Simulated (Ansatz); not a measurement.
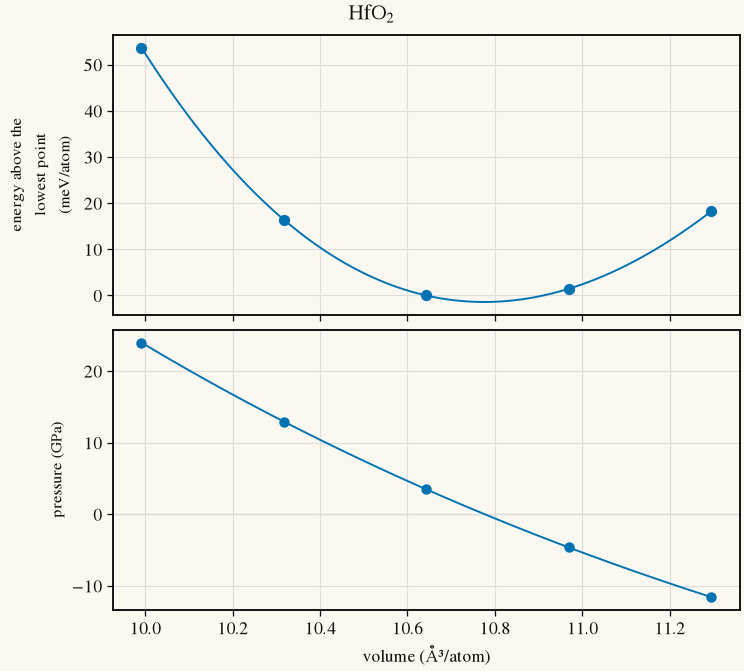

The plot gives the computed energy above the lowest point and pressure against volume for HfO₂, space group Fm-3m (No. 225) (one of a set of cubic test structures, which need not be the stable phase).

Calculation (Ansatz 0.2.0 development build): equation of state of a cubic crystal from periodic Kohn-Sham density functional theory without spin, third-order Birch-Murnaghan fit to the free energies; pressure corrected for the finite basis. Level: HSE06.

- structure type: fluorite
- atoms in cell: 3
- space group number: 225
- lattice centring: face-centred primitive
- k mesh: 4×4×4
- occupation method: Fermi–Dirac
- occupation width: 0.05 eV
- wave cutoff: 420 eV
- datasets: soft-1 PAW
- density tolerance: 1e−07 eV
- bands: 23
- density cutoff ratio: 4
- search for lower states: default
- exchange singularity: Wigner-Seitz

Tabulate the plotted points.

```csv
volume (Å³/atom),energy above the lowest point (meV/atom),pressure (GPa)
9.99,53.7,24.0
10.32,16.4,12.9
10.64,0.0,3.5
10.97,1.4,-4.7
11.29,18.2,-11.6
```

Keep in mind: cubic model structure, not the ambient form.
